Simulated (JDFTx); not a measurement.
Geometry relaxation of TaAs (part 1 of 3)

- system: TaAs (I4₁md, 4 atoms in the cell)
- method: Kohn-Sham DFT of a periodic cell, LDA, PseudoDojo-SR-LDA-0.4.1-standard, no spin polarisation (JDFTx 1.7.0 (patched build))

The structure derives from a Materials Project entry.

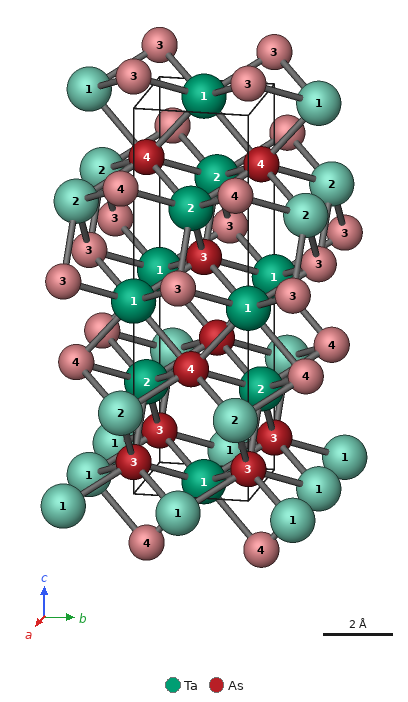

Fig. 1: The structure as given in the input (ball-and-stick view of the cell 2 times as large as that of the calculation, set on its symmetry axes, seen slightly off an axis; neighbours outside the cell are drawn fainter; atoms are numbered from 1 in the order of the input). An atom can appear more than once, as a periodic image. Near neighbours in the periodic cell (some may lie outside the picture): Ta has 6 As at 2.61 to 2.62 Å; As has 6 Ta at 2.61 to 2.62 Å.

The input
```
lattice \
   -1.7218133622     1.7218133622     1.7218133622 \
    1.7218133622    -1.7218133622     1.7218133622 \
    5.8679415361     5.8679415361    -5.8679415361
latt-scale 1.889726124626 1.889726124626 1.889726124626
coords-type Lattice
ion Ta     0.4999673000     0.4999673000     0.0000000000 1
ion Ta     0.2499673000     0.7499673000     0.5000000000 1
ion As     0.0826321200     0.0826321200     0.0000000000 1
ion As     0.8326321200     0.3326321200     0.5000000000 1

ion-species pseudo/Ta.upf
ion-species pseudo/As.upf
elec-cutoff 40 320
elec-ex-corr lda-PW
kpoint-folding 4 4 4
elec-smearing Fermi 0.0018374661
elec-n-bands 37
electronic-SCF nIterations 100 energyDiffThreshold 1e-09
electronic-minimize nIterations 30 energyDiffThreshold 1e-7
forces-output-coords Cartesian
lattice-minimize nIterations 40 energyDiffThreshold 1e-6

dump-name run.$VAR
dump End Ecomponents EigStats BandEigs Kpoints Forces Stress
```

Run on 1 thread of Intel Xeon @ 2.50GHz (Skylake/Cascade Lake), 32 GiB of memory available, shared host.

Command:
```bash
jdftx -c 1 -i TaAs.in -o TaAs.out
```

What the program printed
```
*************** JDFTx 1.7.0 (patched build) ***************

Input parsed successfully to the following command list (including defaults):
[... the input with its defaults ...]

---------- Setting up symmetries ----------

Non-trivial transmission matrix:
[   1   0   0  ]
[   0   1   0  ]
[   1   1   1  ]
with reduced lattice vectors:
[      0.000000      6.507511      3.253756  ]
[      6.507511      0.000000      3.253756  ]
[      0.000000      0.000000    -11.088802  ]

Found 16 point-group symmetries of the bravais lattice
Found 8 space-group symmetries with basis
Applied RMS atom displacement 1.16515e-16 bohrs to make symmetries exact.

---------- Initializing the Grid ----------
R =
[     -3.25376      3.25376      3.25376  ]
[      3.25376     -3.25376      3.25376  ]
[      11.0888      11.0888     -11.0888  ]
unit cell volume = 469.585
G =
[ 3.09454e-18   0.965528   0.283312  ]
[   0.965528 3.09454e-18   0.283312  ]
[   0.965528   0.965528 4.34569e-18  ]
Minimum fftbox size, Smin = [  100  100  100  ]
Chosen fftbox size, S = [  100  100  100  ]

---------- Initializing tighter grid for wavefunction operations ----------
R =
[     -3.25376      3.25376      3.25376  ]
[      3.25376     -3.25376      3.25376  ]
[      11.0888      11.0888     -11.0888  ]
unit cell volume = 469.585
G =
[ 3.09454e-18   0.965528   0.283312  ]
[   0.965528 3.09454e-18   0.283312  ]
[   0.965528   0.965528 4.34569e-18  ]
Minimum fftbox size, Smin = [  72  72  72  ]
Chosen fftbox size, S = [  72  72  72  ]

---------- Exchange Correlation functional ----------
Initalized Slater LDA exchange.
Initalized Perdew-Wang LDA correlation.

---------- Setting up pseudopotentials ----------
Width of ionic core gaussian charges (only for fluid interactions / plotting) set to 0

Reading pseudopotential file 'pseudo/Ta.upf':
  'Ta' pseudopotential, 'SLA  PW   NOGX NOGC' functional
  Generated using ONCVPSP code by D. R. Hamann
  13 valence electrons, 4 orbitals, 8 projectors, 1001 radial grid points, with lMax = 3
    5S    l: 0   occupation:  2.0   eigenvalue: -2.689826
    5P    l: 1   occupation:  6.0   eigenvalue: -1.453891
    5D    l: 2   occupation:  3.0   eigenvalue: -0.139008
    6S    l: 0   occupation:  2.0   eigenvalue: -0.206266
  Core radius for overlap checks: 2.22 bohrs.

Reading pseudopotential file 'pseudo/As.upf':
  'As' pseudopotential, 'SLA  PW   NOGX NOGC' functional
  Generated using ONCVPSP code by D. R. Hamann
  15 valence electrons, 3 orbitals, 6 projectors, 1001 radial grid points, with lMax = 2
    3D    l: 2   occupation: 10.0   eigenvalue: -1.502949
    4S    l: 0   occupation:  2.0   eigenvalue: -0.540203
    4P    l: 1   occupation:  3.0   eigenvalue: -0.196304
  Core radius for overlap checks: 1.74 bohrs.

Initialized 2 species with 4 total atoms.

Folded 1 k-points by 4x4x4 to 64 k-points.

---------- Setting up k-points, bands, fillings ----------
Adding inversion symmetry to k-mesh for non-inversion-symmetric unit cell.
Reduced to 13 k-points under symmetry.
Computing the number of bands and number of electrons
Calculating initial fillings.
nElectrons:  56.000000   nBands: 37   nStates: 13

----- Setting up reduced wavefunction bases (one per k-point) -----
average nbasis = 5672.859 , ideal nbasis = 5674.120

---------- Setting up ewald sum ----------
Optimum gaussian width for ewald sums = 2.605570 bohr.
Real space sum over 1815 unit cells with max indices [  5  5  7  ]
Reciprocal space sum over 4913 terms with max indices [  8  8  8  ]

---------- Allocating electronic variables ----------
Initializing wave functions:  linear combination of atomic orbitals
Ta pseudo-atom occupations:   s ( 2 2 )  p ( 6 )  d ( 3 )
As pseudo-atom occupations:   s ( 2 )  p ( 3 )  d ( 10 )
	FillingsUpdate:  mu: +0.628501144  nElectrons: 56.000000
LCAOMinimize: Iter:   0  F: -310.8573916613848951  |grad|_K:  1.379e-03  alpha:  1.000e+00
	FillingsUpdate:  mu: +0.640506180  nElectrons: 56.000000
LCAOMinimize: Iter:   1  F: -310.8647467471273558  |grad|_K:  1.359e-04  alpha:  3.571e-01  linmin: -1.285e-01  cgtest:  6.930e-01
LCAOMinimize: Encountered beta<0, resetting CG.
[... 5 lines of inner loops ...]
LCAOMinimize: Iter:   4  F: -310.8648655494295667  |grad|_K:  3.240e-07  alpha:  8.341e-01  linmin: -1.684e-03  cgtest: -2.270e-02
	FillingsUpdate:  mu: +0.641150502  nElectrons: 56.000000
LCAOMinimize: Iter:   5  F: -310.8648655502124711  |grad|_K:  8.481e-08  alpha:  7.559e-01  linmin:  8.718e-05  cgtest: -4.539e-03
LCAOMinimize: Converged (|Delta F|<1.000000e-06 for 2 iters).

--------- Lattice Minimization ---------

-------- Electronic minimization -----------
Will mix electronic density at each iteration.
	FillingsUpdate:  mu: +0.641150502  nElectrons: 56.000000
	FillingsUpdate:  mu: +0.626395524  nElectrons: 56.000000
SCF: Cycle:  0   F: -311.009879338716360   dF: -1.450e-01   |Residual|: 9.975e-02   |deigs|: 1.709e-02
	FillingsUpdate:  mu: +0.620254475  nElectrons: 56.000000
SCF: Cycle:  1   F: -311.016130936603645   dF: -6.252e-03   |Residual|: 5.042e-02   |deigs|: 1.309e-02
	FillingsUpdate:  mu: +0.616212934  nElectrons: 56.000000
SCF: Cycle:  2   F: -311.017397912356500   dF: -1.267e-03   |Residual|: 1.091e-02   |deigs|: 1.118e-02
	FillingsUpdate:  mu: +0.617201897  nElectrons: 56.000000
SCF: Cycle:  3   F: -311.017435515113277   dF: -3.760e-05   |Residual|: 3.774e-03   |deigs|: 1.812e-03
	FillingsUpdate:  mu: +0.616707036  nElectrons: 56.000000
SCF: Cycle:  4   F: -311.017446576543705   dF: -1.106e-05   |Residual|: 1.208e-03   |deigs|: 7.271e-04
	FillingsUpdate:  mu: +0.616877927  nElectrons: 56.000000
SCF: Cycle:  5   F: -311.017448607846916   dF: -2.031e-06   |Residual|: 3.885e-04   |deigs|: 3.168e-04
	FillingsUpdate:  mu: +0.616892712  nElectrons: 56.000000
SCF: Cycle:  6   F: -311.017448732307287   dF: -1.245e-07   |Residual|: 2.242e-04   |deigs|: 3.569e-05
	FillingsUpdate:  mu: +0.616868236  nElectrons: 56.000000
SCF: Cycle:  7   F: -311.017448843519901   dF: -1.112e-07   |Residual|: 3.298e-05   |deigs|: 4.276e-05
	FillingsUpdate:  mu: +0.616865723  nElectrons: 56.000000
SCF: Cycle:  8   F: -311.017448857319664   dF: -1.380e-08   |Residual|: 1.824e-05   |deigs|: 5.409e-06
	FillingsUpdate:  mu: +0.616866353  nElectrons: 56.000000
SCF: Cycle:  9   F: -311.017448864685491   dF: -7.366e-09   |Residual|: 9.417e-06   |deigs|: 2.822e-06
	FillingsUpdate:  mu: +0.616867551  nElectrons: 56.000000
SCF: Cycle: 10   F: -311.017448867191717   dF: -2.506e-09   |Residual|: 2.389e-06   |deigs|: 2.732e-06
	FillingsUpdate:  mu: +0.616867523  nElectrons: 56.000000
SCF: Cycle: 11   F: -311.017448868296299   dF: -1.105e-09   |Residual|: 1.273e-06   |deigs|: 2.998e-06
	FillingsUpdate:  mu: +0.616867385  nElectrons: 56.000000
SCF: Cycle: 12   F: -311.017448868879853   dF: -5.836e-10   |Residual|: 5.841e-07   |deigs|: 2.193e-06
	FillingsUpdate:  mu: +0.616867412  nElectrons: 56.000000
SCF: Cycle: 13   F: -311.017448869039924   dF: -1.601e-10   |Residual|: 4.497e-07   |deigs|: 1.852e-06
SCF: Converged (|Delta E|<1.000000e-09 for 2 iters).

Setting wave functions to eigenvectors of Hamiltonian
# Lattice vectors:
R =
[     -3.25376      3.25376      3.25376  ]
[      3.25376     -3.25376      3.25376  ]
[      11.0888      11.0888     -11.0888  ]
unit cell volume = 469.585

# Strain tensor in Cartesian coordinates:
[            0            0            0  ]
[            0            0            0  ]
[            0            0            0  ]

# Stress tensor in Cartesian coordinates [Eh/a0^3]:
[  0.000293845            0            0  ]
[            0  0.000293845            0  ]
[            0            0  0.000221345  ]

# Ionic positions in lattice coordinates:
ion Ta   0.499967300000000   0.499967300000000   0.000000000000000 1
ion Ta   0.249967300000000   0.749967300000000   0.500000000000000 1
ion As   0.082632120000000   0.082632120000000   0.000000000000000 1
ion As   0.832632120000000   0.332632120000000   0.500000000000000 1

# Forces in Cartesian coordinates:
force Ta   0.000000000000000  -0.000000000000000   0.000288209715515 1
force Ta   0.000000000000000   0.000000000000000   0.000288209715515 1
force As  -0.000000000000000  -0.000000000000000  -0.000289093022854 1
force As  -0.000000000000000   0.000000000000000  -0.000289093022854 1

# Energy components:
   Eewald =     -227.8276619618899872
       EH =       69.8755190800441284
     Eloc =     -201.9182195960095214
      Enl =      -92.8290948821803141
      Exc =      -76.2745907743803571
 Exc_core =       31.3439555608787863
       KE =      186.6135930353860033
-------------------------------------
     Etot =     -311.0164995381512654
       TS =        0.0009493308886694
-------------------------------------
        F =     -311.0174488690399244

LatticeMinimize: Iter:   0  F: -311.017448869039924  |grad|_K:  2.845e-02

#--- Lowdin population analysis ---
# oxidation-state Ta +0.223 +0.223
# oxidation-state As -0.105 -0.105

-------- Electronic minimization -----------
Will mix electronic density at each iteration.
	FillingsUpdate:  mu: +0.616867412  nElectrons: 56.000000
	FillingsUpdate:  mu: +0.621522933  nElectrons: 56.000000
SCF: Cycle:  0   F: -311.018200244195327   dF: -3.917e-05   |Residual|: 8.184e-04   |deigs|: 8.773e-06
	FillingsUpdate:  mu: +0.621467895  nElectrons: 56.000000
SCF: Cycle:  1   F: -311.018201304639661   dF: -1.060e-06   |Residual|: 3.763e-04   |deigs|: 9.531e-05
	FillingsUpdate:  mu: +0.621458795  nElectrons: 56.000000
SCF: Cycle:  2   F: -311.018201444261535   dF: -1.396e-07   |Residual|: 1.124e-04   |deigs|: 2.593e-05
	FillingsUpdate:  mu: +0.621465549  nElectrons: 56.000000
SCF: Cycle:  3   F: -311.018201480216817   dF: -3.596e-08   |Residual|: 3.099e-05   |deigs|: 1.203e-05
	FillingsUpdate:  mu: +0.621466784  nElectrons: 56.000000
SCF: Cycle:  4   F: -311.018201492314347   dF: -1.210e-08   |Residual|: 1.231e-05   |deigs|: 2.130e-06
	FillingsUpdate:  mu: +0.621467699  nElectrons: 56.000000
SCF: Cycle:  5   F: -311.018201495474955   dF: -3.161e-09   |Residual|: 3.872e-06   |deigs|: 2.608e-06
	FillingsUpdate:  mu: +0.621467991  nElectrons: 56.000000
SCF: Cycle:  6   F: -311.018201497074585   dF: -1.600e-09   |Residual|: 1.950e-06   |deigs|: 4.462e-06
	FillingsUpdate:  mu: +0.621468123  nElectrons: 56.000000
SCF: Cycle:  7   F: -311.018201497469931   dF: -3.953e-10   |Residual|: 1.334e-06   |deigs|: 3.396e-06
	FillingsUpdate:  mu: +0.621468353  nElectrons: 56.000000
SCF: Cycle:  8   F: -311.018201497682128   dF: -2.122e-10   |Residual|: 8.601e-07   |deigs|: 2.444e-06
SCF: Converged (|Delta E|<1.000000e-09 for 2 iters).

Setting wave functions to eigenvectors of Hamiltonian
# Lattice vectors:
R =
[     -3.24632      3.24632      3.24632  ]
[      3.24632     -3.24632      3.24632  ]
[      11.0697      11.0697     -11.0697  ]
unit cell volume = 466.639

# Strain tensor in Cartesian coordinates:
[  -0.00228397            0            0  ]
[            0  -0.00228397            0  ]
[            0            0  -0.00172045  ]

# Stress tensor in Cartesian coordinates [Eh/a0^3]:
[  0.000254268            0            0  ]
[            0  0.000254268            0  ]
[            0            0  0.000188968  ]

# Ionic positions in lattice coordinates:
ion Ta   0.499980315443791   0.499980315443791   0.000000000000000 1
ion Ta   0.249980315443791   0.749980315443791   0.500000000000000 1
ion As   0.082619104556209   0.082619104556209  -0.000000000000000 1
ion As   0.832619104556209   0.332619104556209   0.500000000000000 1

# Forces in Cartesian coordinates:
force Ta  -0.000000000000000  -0.000000000000000   0.000209284110725 1
force Ta   0.000000000000000   0.000000000000000   0.000209284110725 1
force As  -0.000000000000000   0.000000000000000  -0.000209265582218 1
force As   0.000000000000000   0.000000000000000  -0.000209265582218 1

# Energy components:
   Eewald =     -228.3034496193609755
       EH =       69.6531992862753242
     Eloc =     -201.2419695886913757
      Enl =      -92.8229608218111508
      Exc =      -76.2882743302152306
 Exc_core =       31.3439555912581191
       KE =      186.6422475818008593
-------------------------------------
     Etot =     -311.0172519007443839
       TS =        0.0009495969377464
-------------------------------------
        F =     -311.0182014976821279

LatticeMinimize: Iter:   1  F: -311.018201497682128  |grad|_K:  2.439e-02  alpha:  1.000e+00  linmin: -9.881e-01

#--- Lowdin population analysis ---
# oxidation-state Ta +0.216 +0.216
# oxidation-state As -0.099 -0.099
```
